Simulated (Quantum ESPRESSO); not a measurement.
# MgO (Periclase): modes at Γ and the response to a field, part 2 of 5

Aim: the zone-centre modes of MgO (Periclase).

Quantum ESPRESSO 7.5; DFT PBE, scalar-relativistic, plane waves, PseudoDojo norm-conserving pseudopotentials.

So far. Step 2 (A probe with smearing): A gap of 4.7 eV opens on this mesh, so the crystal is taken as an insulator; the start stands at 4.0 GPa. Step 4 (Ground state): The cell stands at -0.012 GPa, close enough for phonons.

The database entry behind the starting cell differs from later determinations by our own check (about 0.1 % long), so it need not match the best structure at ambient conditions.

### 5. Zone-centre response

At q = 0 one unit cell holds all displacements; symmetry groups them into irreducible representations that are solved one by one. The response to a field gives ε∞ and the Born charges, which polar modes need.

ph.in reads:

```
phonons
&inputph
   prefix = 'x'
   outdir = './tmp'
   fildyn = 'g.dyn'
   tr2_ph = 1.0d-18
   epsil = .true.
/
0.000000000000 0.000000000000 0.000000000000
```

Command:

```sh
OMP_NUM_THREADS=1 mpirun -n 4 ph.x -nk 4 -in ph.in > ph.out
```

Log:

```text
[banners, grids, parts of the stress and lines that vanish by symmetry left out]
[banner, memory and clock lines left out]
Program PHONON v.7.5

     ./tmp/x.save/

     IMPORTANT: XC functional enforced from input :
     Exchange-correlation= PBE
                           (   1   4   3   4   0   0   0)
     Any further DFT definition will be discarded
     Please, verify this is what you really want

     G-vector sticks info

     Reading collected, re-writing distributed wavefunctions in ./tmp/

     Number and degeneracy of irreps per q-point
       N         xq(1)         xq(2)         xq(3)   N irreps
       1   0.000000000   0.000000000   0.000000000       2
        3   3

     Calculation of q =    0.0000000   0.0000000   0.0000000

     phonons

     bravais-lattice index     =            2
     lattice parameter (alat)  =       8.0370  a.u.
     unit-cell volume          =     129.7837 (a.u.)^3
     number of atoms/cell      =            2
     number of atomic types    =            2
     kinetic-energy cut-off    =      92.0000  Ry
     charge density cut-off    =     368.0000  Ry
     convergence threshold     =      1.0E-18
     beta                      =       0.7000
     number of iterations used =            4
     Exchange-correlation= PBE
                           (   1   4   3   4   0   0   0)

     celldm(1)=    8.03699  celldm(2)=    0.00000  celldm(3)=    0.00000
     celldm(4)=    0.00000  celldm(5)=    0.00000  celldm(6)=    0.00000

     crystal axes: (cart. coord. in units of alat)
               a(1) = ( -0.5000  0.0000  0.5000 )
               a(2) = (  0.0000  0.5000  0.5000 )
               a(3) = ( -0.5000  0.5000  0.0000 )

     reciprocal axes: (cart. coord. in units 2 pi/alat)
               b(1) = ( -1.0000 -1.0000  1.0000 )
               b(2) = (  1.0000  1.0000  1.0000 )
               b(3) = ( -1.0000  1.0000 -1.0000 )

     Atoms inside the unit cell:

     Cartesian axes

     site n.  atom      mass           positions (alat units)
        1  Mg     24.3050   tau(    1) = (    0.00000    0.00000    0.00000  )
        2  O      15.9990   tau(    2) = (   -0.50000    0.50000    0.50000  )

     Computing dynamical matrix for
                    q = (   0.0000000   0.0000000   0.0000000 )

     49 Sym.Ops. (with q -> -q+G )

     G cutoff =  602.1085  (  15473 G-vectors)     FFT grid: ( 36, 36, 36)
     number of k points=    72
                       cart. coord. in units 2pi/alat
        k(    1) = (   0.0000000   0.0000000   0.0000000), wk =   0.0011574
        k(    2) = (  -0.0833333   0.0833333  -0.0833333), wk =   0.0092593
        k(    3) = (  -0.1666667   0.1666667  -0.1666667), wk =   0.0092593
        [... further k-points left out ...]

     PseudoPot. # 1 for Mg read from file:
     ./pseudo/Mg.upf
     Pseudo is Norm-conserving, Zval = 10.0
     Using radial grid of 1510 points,  4 beta functions with:
                l(1) =   0
                l(2) =   0
                l(3) =   1
                l(4) =   1

     PseudoPot. # 2 for O  read from file:
     ./pseudo/O.upf
     Pseudo is Norm-conserving + core correction, Zval =  6.0
     Using radial grid of  936 points,  5 beta functions with:
                l(1) =   0
                l(2) =   0
                l(3) =   1
                l(4) =   1
                l(5) =   2

     Mode symmetry, O_h (m-3m)  point group:

     Electric field:
     Dielectric constant
     Born effective charges as d Force / d E

     Atomic displacements:
     There are    2 irreducible representations

     Representation     1      3 modes -  To be done

     Representation     2      3 modes -  To be done

     Alpha used in Ewald sum =   2.8000

     Electric Fields Calculation

      iter #   1   av.it.:   5.9
      thresh= 1.000E-02 alpha_mix =  0.700 |ddv_scf|^2 =  1.326E-08

      iter #   2   av.it.:  11.4
      thresh= 1.152E-05 alpha_mix =  0.700 |ddv_scf|^2 =  9.266E-10

      iter #   3   av.it.:  10.7
      thresh= 3.044E-06 alpha_mix =  0.700 |ddv_scf|^2 =  4.662E-11

      iter #   4   av.it.:  10.5
      thresh= 6.828E-07 alpha_mix =  0.700 |ddv_scf|^2 =  3.218E-13

      iter #   5   av.it.:  11.8
      thresh= 5.672E-08 alpha_mix =  0.700 |ddv_scf|^2 =  6.515E-16

      iter #   6   av.it.:  11.6
      thresh= 2.553E-09 alpha_mix =  0.700 |ddv_scf|^2 =  1.739E-17

      iter #   7   av.it.:  11.4
      thresh= 4.171E-10 alpha_mix =  0.700 |ddv_scf|^2 =  2.434E-19

     End of electric fields calculation

          Dielectric constant in cartesian axis

          (       3.228518132      -0.000000000      -0.000000000 )
          (      -0.000000000       3.228518132       0.000000000 )
          (      -0.000000000       0.000000000       3.228518132 )

          Effective charges (d Force / dE) in cartesian axis without acoustic sum rule applied (asr)

           atom    1  Mg    Mean Z*:        2.00134
      Ex  (        2.00134       -0.00000        0.00000 )
      Ey  (       -0.00000        2.00134       -0.00000 )
      Ez  (        0.00000       -0.00000        2.00134 )
           atom    2  O     Mean Z*:       -2.00075
      Ex  (       -2.00075       -0.00000       -0.00000 )
      Ey  (       -0.00000       -2.00075        0.00000 )
      Ez  (       -0.00000        0.00000       -2.00075 )

          Effective charges Sum: Mean:        0.00059
              0.00059       -0.00000       -0.00000
             -0.00000        0.00059       -0.00000
             -0.00000       -0.00000        0.00059

          Effective charges (d Force / dE) in cartesian axis with asr applied:
           atom    1  Mg    Mean Z*:        2.00105
      E*x (        2.00105        0.00000        0.00000 )
      E*y (        0.00000        2.00105       -0.00000 )
      E*z (        0.00000       -0.00000        2.00105 )
           atom    2  O     Mean Z*:       -2.00105
      E*x (       -2.00105       -0.00000       -0.00000 )
      E*y (       -0.00000       -2.00105        0.00000 )
      E*z (       -0.00000        0.00000       -2.00105 )

     Representation #   1 modes #   1   2   3

     Self-consistent Calculation

      iter #   1   av.it.:   6.9
      thresh= 1.000E-02 alpha_mix =  0.700 |ddv_scf|^2 =  1.067E-06

      iter #   2   av.it.:  11.8
      thresh= 1.033E-04 alpha_mix =  0.700 |ddv_scf|^2 =  5.887E-09

      iter #   3   av.it.:  11.8
      thresh= 7.673E-06 alpha_mix =  0.700 |ddv_scf|^2 =  1.774E-10

      iter #   4   av.it.:  11.8
      thresh= 1.332E-06 alpha_mix =  0.700 |ddv_scf|^2 =  1.281E-12

      iter #   5   av.it.:  11.9
      thresh= 1.132E-07 alpha_mix =  0.700 |ddv_scf|^2 =  5.766E-15

      iter #   6   av.it.:  11.7
      thresh= 7.593E-09 alpha_mix =  0.700 |ddv_scf|^2 =  1.839E-16

      iter #   7   av.it.:  11.5
      thresh= 1.356E-09 alpha_mix =  0.700 |ddv_scf|^2 =  1.582E-18

      iter #   8   av.it.:  11.9
      thresh= 1.258E-10 alpha_mix =  0.700 |ddv_scf|^2 =  2.842E-20

     End of self-consistent calculation

     Convergence has been achieved

     Representation #   2 modes #   4   5   6

     Self-consistent Calculation

      iter #   1   av.it.:   7.9
      thresh= 1.000E-02 alpha_mix =  0.700 |ddv_scf|^2 =  4.050E-06

      iter #   2   av.it.:  11.9
      thresh= 2.013E-04 alpha_mix =  0.700 |ddv_scf|^2 =  2.554E-08

      iter #   3   av.it.:  12.3
      thresh= 1.598E-05 alpha_mix =  0.700 |ddv_scf|^2 =  9.169E-10

      iter #   4   av.it.:  11.1
      thresh= 3.028E-06 alpha_mix =  0.700 |ddv_scf|^2 =  5.943E-11

      iter #   5   av.it.:  11.2
      thresh= 7.709E-07 alpha_mix =  0.700 |ddv_scf|^2 =  1.398E-13

      iter #   6   av.it.:  12.2
      thresh= 3.739E-08 alpha_mix =  0.700 |ddv_scf|^2 =  5.325E-16

      iter #   7   av.it.:  11.3
      thresh= 2.308E-09 alpha_mix =  0.700 |ddv_scf|^2 =  4.331E-17

      iter #   8   av.it.:  11.8
      thresh= 6.581E-10 alpha_mix =  0.700 |ddv_scf|^2 =  1.180E-19

     End of self-consistent calculation

     Convergence has been achieved

     Number of q in the star =    1
     List of q in the star:
          1   0.000000000   0.000000000   0.000000000

          Dielectric constant in cartesian axis

          (       3.228518132      -0.000000000      -0.000000000 )
          (      -0.000000000       3.228518132       0.000000000 )
          (      -0.000000000       0.000000000       3.228518132 )

          Effective charges (d Force / dE) in cartesian axis without acoustic sum rule applied (asr)

           atom    1  Mg    Mean Z*:        2.00134
      Ex  (        2.00134       -0.00000        0.00000 )
      Ey  (       -0.00000        2.00134       -0.00000 )
      Ez  (        0.00000       -0.00000        2.00134 )
           atom    2  O     Mean Z*:       -2.00075
      Ex  (       -2.00075       -0.00000       -0.00000 )
      Ey  (       -0.00000       -2.00075        0.00000 )
      Ez  (       -0.00000        0.00000       -2.00075 )

          Effective charges Sum: Mean:        0.00059
              0.00059       -0.00000       -0.00000
             -0.00000        0.00059       -0.00000
             -0.00000       -0.00000        0.00059

          Effective charges (d Force / dE) in cartesian axis with asr applied:
           atom    1  Mg    Mean Z*:        2.00105
      E*x (        2.00105        0.00000        0.00000 )
      E*y (        0.00000        2.00105       -0.00000 )
      E*z (        0.00000       -0.00000        2.00105 )
           atom    2  O     Mean Z*:       -2.00105
      E*x (       -2.00105       -0.00000       -0.00000 )
      E*y (       -0.00000       -2.00105        0.00000 )
      E*z (       -0.00000        0.00000       -2.00105 )

     Diagonalizing the dynamical matrix

     q = (    0.000000000   0.000000000   0.000000000 )

 **************************************************************************
     freq (    1) =       1.759194 [THz] =      58.680409 [cm-1]
     freq (    2) =       1.759194 [THz] =      58.680409 [cm-1]
     freq (    3) =       1.759194 [THz] =      58.680409 [cm-1]
     freq (    4) =      11.080454 [THz] =     369.604174 [cm-1]
     freq (    5) =      11.080454 [THz] =     369.604174 [cm-1]
     freq (    6) =      11.080454 [THz] =     369.604174 [cm-1]
 **************************************************************************

     Mode symmetry, O_h (m-3m)  point group:

     freq (   1-   3) =         58.7  [cm-1]   --> T_1u G_15  G_4- I
     freq (   4-   6) =        369.6  [cm-1]   --> T_1u G_15  G_4- I
```

Run time: 80 s. Hardware: 4 MPI ranks of Intel Xeon Platinum 8488C (Sapphire Rapids), shared host.

Read from the output:

* miss of the charge sum rule: 5.90e-4 e
* largest acoustic frequency at the zone centre before the sum rule: 58.68 cm⁻¹
* highest optical zone-centre mode (no LO-TO term): 369.6 cm⁻¹
* lowest optical zone-centre mode: 369.6 cm⁻¹
* mean high-frequency dielectric constant: 3.228
* largest Born charge in size (third of the trace): 2.001 e

Born charge (rows field, columns displacement), before the sum rule (e), principal values of the symmetric part by kind of site:

```
atom  atoms with these values    low  middle   high   mean
 Mg1                        1   2.00    2.00   2.00   2.00
  O2                        1  -2.00   -2.00  -2.00  -2.00
```

In full for O2:

```
-2.00  0.00  0.00
 0.00 -2.00  0.00
 0.00  0.00 -2.00
```

High-frequency dielectric tensor:

```
3.23 0.00 0.00
0.00 3.23 0.00
0.00 0.00 3.23
```

The acoustic modes at Γ come out as far as 58.7 cm⁻¹ from zero, where they should vanish, a sizeable error of basis and grid; the Born charges miss their sum rule by 5.9e-4 e, which is good.

### 6. Zone-centre analysis

A rigid shift of the crystal must cost nothing, but grids and finite bases break this; the acoustic sum rule is imposed before the matrix is diagonalised again. With Born charges the intensities follow, and the static dielectric tensor.

dynmat.in reads:

```
&input
   fildyn = 'g.dyn'
   asr = 'simple'
   fileig = 'dynmat.eig'
   lperm = .true.
/
```

Command:

```sh
dynmat.x -in dynmat.in > dynmat.out
```

Log:

```text
[banner, memory and clock lines left out]
Program DYNMAT v.7.5

     Reading Dynamical Matrix from file g.dyn
     ...Force constants read
     ...epsilon and Z* read
     A direction for q was not specified:TO-LO splitting will be absent

     Polarizability (A^3 units)
     multiply by 0.573776 for Clausius-Mossotti correction
         3.410592   -0.000000   -0.000000
        -0.000000    3.410592    0.000000
        -0.000000    0.000000    3.410592

     IR activities are in (D/A)^2/amu units

# mode   [cm-1]    [THz]      IR
    1     -0.00   -0.0000    0.0000
    2     -0.00   -0.0000    0.0000
    3     -0.00   -0.0000    0.0000
    4    366.29   10.9811    9.5751
    5    366.29   10.9811    9.5751
    6    366.29   10.9811    9.5751

Electronic dielectric permittivity tensor (relative, adimensional)
         3.228518   -0.000000   -0.000000
        -0.000000    3.228518    0.000000
        -0.000000    0.000000    3.228518

 ... with zone-center polar mode contributions
        11.142924    0.000000    0.000000
         0.000000   11.142924    0.000000
         0.000000    0.000000   11.142924
```

It took 0.68 s on 1 thread.

Numbers from this step:

```yaml
highest_optical_zone_centre_mode_no_lo_to_term: 366.3 cm⁻¹
lowest_optical_zone_centre_mode: 366.3 cm⁻¹
mean_static_dielectric_constant: 11.14
```

Unit eigenvectors of the mass-weighted matrix after the sum rule; no LO-TO term. Modes at Γ, with each element's share of the kinetic energy:

```
mode  frequency (cm⁻¹)  symmetry  Mg %  O %
   1               0.0  acoustic    60   40
   2               0.0  acoustic    60   40
   3               0.0  acoustic    60   40
   4             366.3       T1u    40   60
   5             366.3       T1u    40   60
   6             366.3       T1u    40   60
```

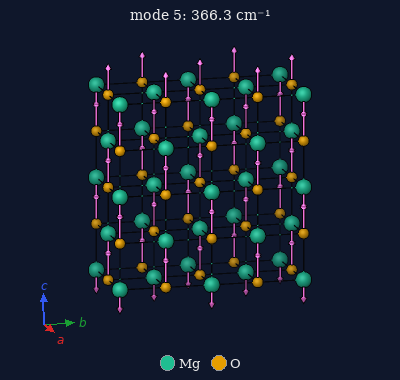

Displacement patterns of mode 5 at Γ; arrows are exaggerated. 1×2×2 conventional cells are drawn. Some periodic images of atoms are drawn too.

Degenerate modes summed, no LO-TO term. Lines of the infrared spectrum (strongest = 100):

```csv
position (cm⁻¹),lines merged,label,"IR intensity, relative"
366,3,T1u,100
```

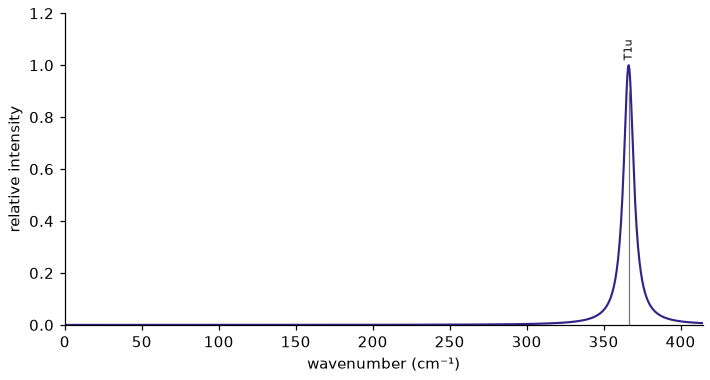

The infrared spectrum, broadened with Lorentzians of width 8 cm⁻¹; bars mark the lines.

Static dielectric tensor (ions relaxed, fixed cell):

```
11.14  0.00  0.00
 0.00 11.14  0.00
 0.00  0.00 11.14
```

The rule also moves an optical mode by 3.3 cm⁻¹.

(Continued in part 3 of 5.)

[Host names and launcher messages were left out of these logs when they were recorded.]

[Logs are printed without paths, hosts, clocks, repeated set-up lines and the standing remarks that a program may print on its own settings, such as how far it seeks lower states.]

[Hosts, paths, dates, database ids (printed as entryN), source tags and the programs' standing remarks are cut or masked in the printed files.]
